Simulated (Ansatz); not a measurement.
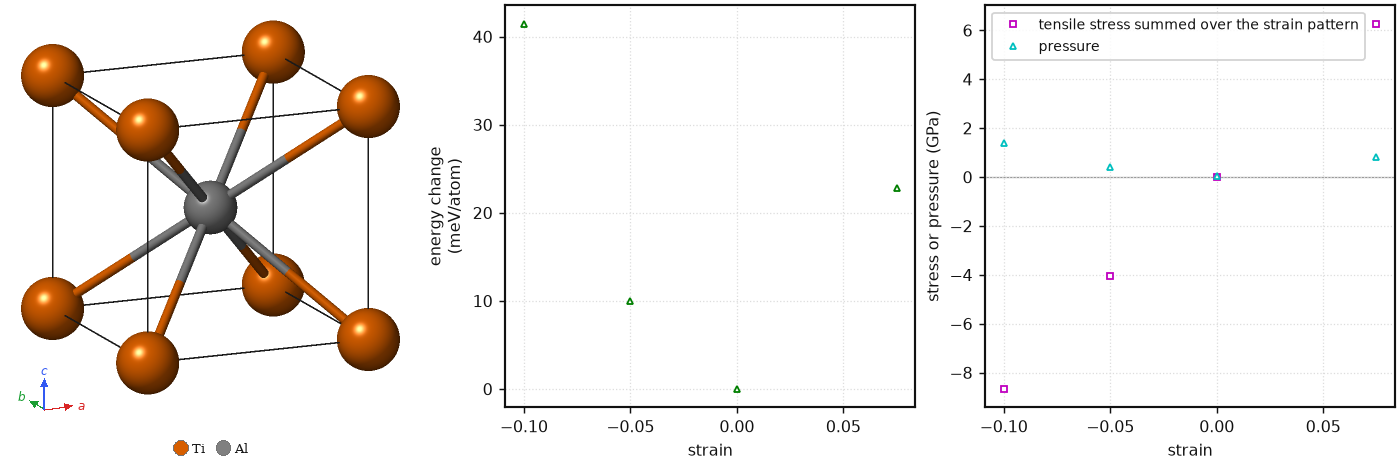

The plot gives the computed energy change, tensile stress summed over the strain pattern and pressure against strain for TiAl, space group Pm-3m (No. 221). The cell is drawn beside the plot.

Structure:
```yaml
crystal:
  lattice:
    - [3.17135, 0.00000, 0.00000]
    - [0.00000, 3.17135, 0.00000]
    - [0.00000, 0.00000, 3.17135]
  atoms:
    - { symbol: Ti, position: [0.00000, 0.00000, 0.00000] }
    - { symbol: Al, position: [0.50000, 0.50000, 0.50000] }
```

How it was computed, with Ansatz 0.2.0: homogeneous strain of a crystal along one Voigt pattern with engineering shear, fractional coordinates fixed, by plane-wave density functional theory with PAW datasets, free energies less that of the undisturbed cell, pressure positive in compression; scalar-relativistic. Level: r2SCAN, no spin polarisation.

| setting | value |
| --- | --- |
| wave cutoff | 500 eV |
| k mesh | 20×20×20 |
| occupations | Gaussian |
| smearing width | 0.15 eV |
| k shift | (0, 0, 0) (mesh steps) |
| start | relaxed |
| strain pattern | (0, 0, 0, 0, 0, 1) (xx yy zz yz xz xy with engineering shear) |

The point at strain 0.025 is left out of the plot. What does the calculation give there?

```json
{"strain": "0.025", "energy change (meV/atom)": "2.47", "tensile stress summed over the strain pattern (GPa)": "2.0", "pressure (GPa)": "0.146"}
```
